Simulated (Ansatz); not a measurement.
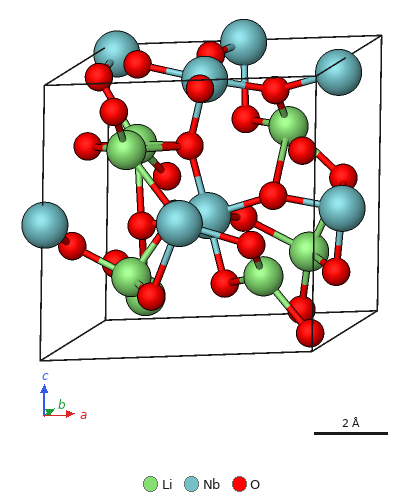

Starting frame of a dynamics run of LiNbO3 with a Li vacancy (39 atoms in the cell, charge -1). It starts from the last geometry of an earlier run, with fresh velocities. A ball-and-stick model of the simulation cell, seen slightly off an axis. Bonds to atoms that aren't drawn are left out.

These are results of DFT PBEsol, scalar-relativistic, plane waves, PAW in Ansatz 0.2.0, not measurements.

The input:
```yaml
accuracy: low
crystal:
  lattice:
    - [-5.202813, -3.003845, 4.669129]
    - [5.202813, -3.003845, 4.669129]
    - [0.0, 6.007691, 4.669129]
  atoms:
    - { symbol: Li, position: [0.26295593, 0.26328561, 0.2515176] }
    - { symbol: Li, position: [0.7147589, 0.76049847, 0.7105336] }
    - { symbol: Nb, position: [0.02500706, -0.01426517, -0.03682876] }
    - { symbol: Nb, position: [0.47997985, 0.52122117, 0.42924352] }
    - { symbol: O, position: [0.55183117, 0.4975787, 0.18376726] }
    - { symbol: O, position: [0.22218021, 0.58275827, 0.39202468] }
    - { symbol: O, position: [0.41875004, 0.26944392, 0.47472945] }
    - { symbol: O, position: [0.72618796, 0.49140955, 0.49751423] }
    - { symbol: O, position: [0.41010187, 0.51326458, 0.68647855] }
    - { symbol: O, position: [0.54436158, 0.8002175, 0.37879854] }
    - { symbol: Li, position: [0.77251188, 0.86544384, 0.23742999] }
    - { symbol: Li, position: [0.23441329, 0.27547882, 0.7120459] }
    - { symbol: Nb, position: [0.47103633, 0.47768094, -0.06892818] }
    - { symbol: Nb, position: [-0.00342907, 0.03455005, 0.48282282] }
    - { symbol: O, position: [0.04359747, 0.94552922, 0.20631251] }
    - { symbol: O, position: [0.74878759, 0.06917193, 0.38005178] }
    - { symbol: O, position: [0.9161303, 0.7742973, 0.51424929] }
    - { symbol: O, position: [0.22724905, 0.94195663, 0.51883039] }
    - { symbol: O, position: [0.93099411, 0.07178244, 0.71636246] }
    - { symbol: O, position: [0.04482873, 0.26012876, 0.37202928] }
    - { symbol: Li, position: [0.2062266, 0.72771084, 0.11603111] }
    - { symbol: Nb, position: [0.49566486, 0.01645495, 0.47450219] }
    - { symbol: Nb, position: [-0.03950917, 0.48960103, -0.06229691] }
    - { symbol: O, position: [0.04424049, 0.47718055, 0.70188298] }
    - { symbol: O, position: [0.70726361, 0.5790731, 0.86885193] }
    - { symbol: O, position: [0.9264819, 0.25440513, 0.02664675] }
    - { symbol: O, position: [0.22382449, 0.4752324, -0.00595538] }
    - { symbol: O, position: [0.9383179, 0.59129745, 0.19932095] }
    - { symbol: O, position: [0.01414966, 0.76099027, 0.91259289] }
    - { symbol: Li, position: [0.16785722, 0.72293886, 0.67010773] }
    - { symbol: Li, position: [0.74953426, 0.26130345, 0.23811866] }
    - { symbol: Nb, position: [-0.02970719, 0.53422955, 0.43699868] }
    - { symbol: Nb, position: [0.49206372, -0.01791861, -0.01000369] }
    - { symbol: O, position: [0.50802495, 0.96589824, 0.71352968] }
    - { symbol: O, position: [0.23542972, 0.07043635, 0.8805995] }
    - { symbol: O, position: [0.42520418, 0.75689316, -0.02179645] }
    - { symbol: O, position: [0.72407002, 0.96439248, 0.01367246] }
    - { symbol: O, position: [0.3854887, 0.06178714, 0.20648799] }
    - { symbol: O, position: [0.50812154, 0.25059463, 0.92903004] }
total_charge: -1
basis:
  ecutwfc: 420.0
kpoints:
  mp_grid: { grid: [2, 2, 2] }
hamiltonian:
  xc: pbesol
scf:
  occupations: { method: fermi_dirac, width: 0.05 }
  lower_state_search: "off"
md:
  timestep: 1
  n_steps: 400
  ensemble: nvt_langevin
  temperature: 1170.0
  initial_velocities: maxwell_boltzmann
  seed: 278087
  friction: 0.005
```

Run as
```bash
ansatz run input.yaml --threads 4 --pin off --max-ram 10240MiB --backend cpu --events-out ev --progress --plain --runs-dir out
```

> What does the trajectory do?

The mean temperature in the second half is 1206 K (standard deviation 130 K). The potential energy is still drifting at the end, so the run hasn't reached equilibrium. The potential energy in the second half lies on average 41.9 meV per atom above the first frame. In the second half of the run the atoms are, in the root-mean-square, this far from where they began (common drift taken out): Li 0.71 Å, Nb 0.44 Å, O 0.34 Å. Against the typical shortest distance between atoms in the first frame, about 1.8 Å these are large excursions, but over 400 fs one can't yet tell strong vibration from the start of diffusion. 1 of the 39 free atoms end more than three quarters of that spacing from the start.

Along the run (each row but the first and the last is the mean over the interval that it begins):

```json
{"time (fs)": "0.0", "potential energy (meV/atom)": "0.0", "T (K)": "1140"}
{"time (fs)": "50.0", "potential energy (meV/atom)": "-2.8", "T (K)": "1018"}
{"time (fs)": "100.0", "potential energy (meV/atom)": "18.6", "T (K)": "1071"}
{"time (fs)": "150.0", "potential energy (meV/atom)": "35.4", "T (K)": "1081"}
{"time (fs)": "200.0", "potential energy (meV/atom)": "27.7", "T (K)": "1121"}
{"time (fs)": "250.0", "potential energy (meV/atom)": "32.2", "T (K)": "1236"}
{"time (fs)": "300.0", "potential energy (meV/atom)": "52.0", "T (K)": "1315"}
{"time (fs)": "350.0", "potential energy (meV/atom)": "55.7", "T (K)": "1151"}
{"time (fs)": "400.0", "potential energy (meV/atom)": "41.7", "T (K)": "1216"}
```

The paths of the atoms:

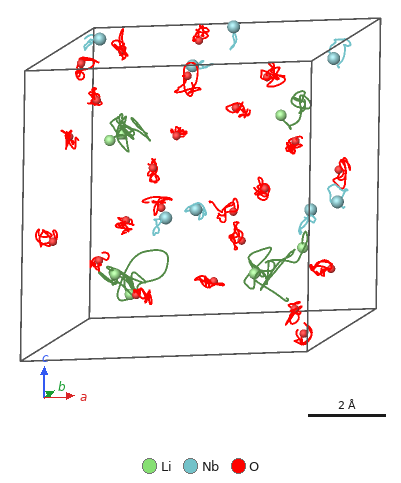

Limits of the set-up: the program's low-accuracy preset was used; the periodic images lie only 7.6 Å apart, so the values are limited by the cell's size; the cell is charged, on a uniform background, and energies carry no finite-size correction.

The run took 16 min on 4 threads of AMD EPYC 9R45 96-Core Processor (Zen 5), on a shared host, peak memory 2.3 GiB.
